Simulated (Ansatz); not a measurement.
HfSi31 (cell with a defect)

```xyz
32
Lattice="5.4701 -5.4701 5.4701 -5.4701 5.4701 5.4701 -5.4701 -5.4701 -5.4701" Properties=species:S:1:pos:R:3 pbc="T T T"
Hf   -1.3675   -4.1026   -1.3675
Si    1.4027   -4.0949    1.4027
Si    4.1026   -4.1026    4.1026
Si    1.3324   -6.8024    4.0949
Si   -1.3598   -1.3324    1.4027
Si    1.3324   -9.5650    1.3324
Si   -1.3675   -4.1026    4.1026
Si    1.3324   -1.4027    4.1103
Si   -1.3752   -6.8728    1.4027
Si    1.4027   -4.1103    6.8024
Si   -4.0674   -1.4027    4.0949
Si   -1.3675    1.3675    4.1026
Si   -1.3752   -1.3324    6.8024
Si   -4.1377   -4.1103    1.4027
Si   -4.0674   -6.8024    4.1103
Si   -6.8299   -1.4027    1.3324
Si    0.1283   -2.6067    8.0768
Si   -2.7308    2.7183    5.4533
Si   -5.4869   -2.7392    2.7519
Si    2.7518   -5.4659    2.7518
Si    5.4533   -5.4659    5.4533
Si   -2.7183   -2.7518    5.4659
Si   -0.0168   -2.7519    2.7392
Si   -2.8634   -5.5984   -2.8634
Si    0.1283   -5.5984    0.1283
Si   -2.7182   -8.2094   -0.0168
Si   -2.7308    0.0168    2.7518
Si   -5.4743   -2.7519   -2.7182
Si   -5.4744   -5.4532   -0.0168
Si   -2.8634   -2.6067    0.1283
Si   -2.7182   -5.4532    2.7393
Si   -0.0168   -5.4533    5.4659
```

These are results of DFT PBE, scalar-relativistic, plane waves, PAW (Ansatz 0.2.0), not measurements.

Core electrons are frozen (PAW), and the valence fields are smoothed inside the atomic spheres.

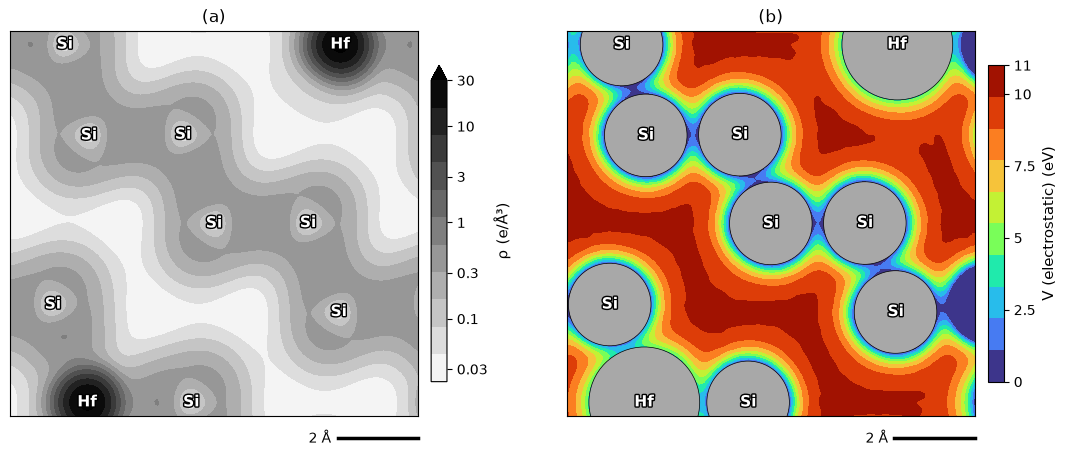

Figure 1. (a) valence electron density; (b) electrostatic potential energy of an electron on the (001) plane of the calculation cell. Grey discs cover the atomic cores in the potential map.

Describe what can be read from this map.

Answer. Atoms in the plane: Hf and Si.
Si–Si (2.35 Å): ρ at the midpoint is about 0.57 e/Å³.
Hf–Si (2.59 Å): ρ is about 0.51 e/Å³ halfway.
Between the atoms the lowest density in this plane is 0.02 e/Å³.
Outside the cores the potential energy rises away from the atoms and is highest about 2.2 Å from the nearest atoms; its zero is arbitrary.

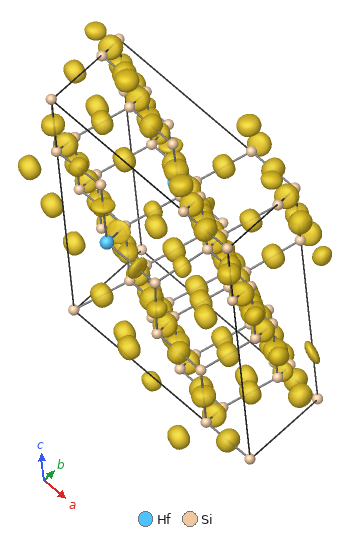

Figure 2. Isosurface of the electron localisation function at 0.9 (yellow), seen slightly off an axis. Only the valence region is drawn (cores and ρ < 0.01 e/Å³ removed). Sticks mark near contacts.

Identify the bonds, lone pairs and shells in this picture.

Answer. At this value the surface marks out 60 regions between bonded Si–Si atoms (shared pairs) and four lobes of the valence shell of Si pointing towards Hf (polar bonds), counted in one cell of 32 atoms. Any copies at cell faces, edges or corners count once.


Si–Si (2.35 Å): the ELF peaks at about 0.95 between the atoms; a shared electron pair. Hf–Si (2.59 Å): the ELF peaks at about 0.95 in the valence shell of Si, 0.9 Å from its nucleus, and is about 0.70 at the midpoint.

Does the calculation give a band gap?

Answer. It is gapped, with a Kohn–Sham gap of 0.50 eV on the k-point mesh (the band edges may lie off the mesh, which would make the gap smaller).
